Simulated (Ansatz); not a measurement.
```
CELL_PARAMETERS angstrom
0.00000 8.27036 0.00000
-4.80774 0.00000 0.00000
0.00000 -4.13518 4.27960
ATOMIC_POSITIONS crystal
Ti 0.00000 0.10316 0.25000
Ti 0.50000 0.60316 0.25000
Ti 0.00000 0.89684 0.75000
Ti 0.50000 0.39684 0.75000
Si 0.34357 0.11242 0.26348
Si 0.84357 0.61242 0.26348
Si 0.15643 0.61242 0.23652
Si 0.65643 0.11242 0.23652
Si 0.15643 0.38758 0.73652
Si 0.65643 0.88758 0.73652
Si 0.34357 0.88758 0.76348
Si 0.84357 0.38758 0.76348
```

Space group C2/c; not relaxed (largest force 1.1 eV/Å); computed without spin polarisation.

The calculation used DFT PBE, scalar-relativistic, plane waves, PAW (Ansatz).

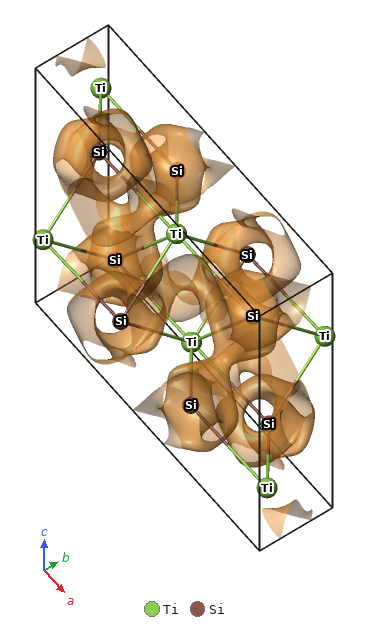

TiSi2. Isosurface of the ELF at 0.65 (orange), seen slightly off an axis. Only the valence region is drawn (cores and ρ < 0.01 e/Å³ removed). Sticks mark near contacts.

Core electrons are frozen (PAW), and the valence fields are smoothed inside the atomic spheres.

Identify the bonds, lone pairs and shells in this picture.

The surface consists of channels that run through the cell in one direction, counted in one cell of 12 atoms. Regions shared between cells count once. Along the contacts the grid gives the following. Si–Si (2.38 Å): the ELF peaks at about 0.85 between the atoms. Ti–Si (2.53 Å): the ELF peaks at about 0.75 in the valence shell of Si, 0.9 Å from its nucleus, and is about 0.40 at the midpoint.
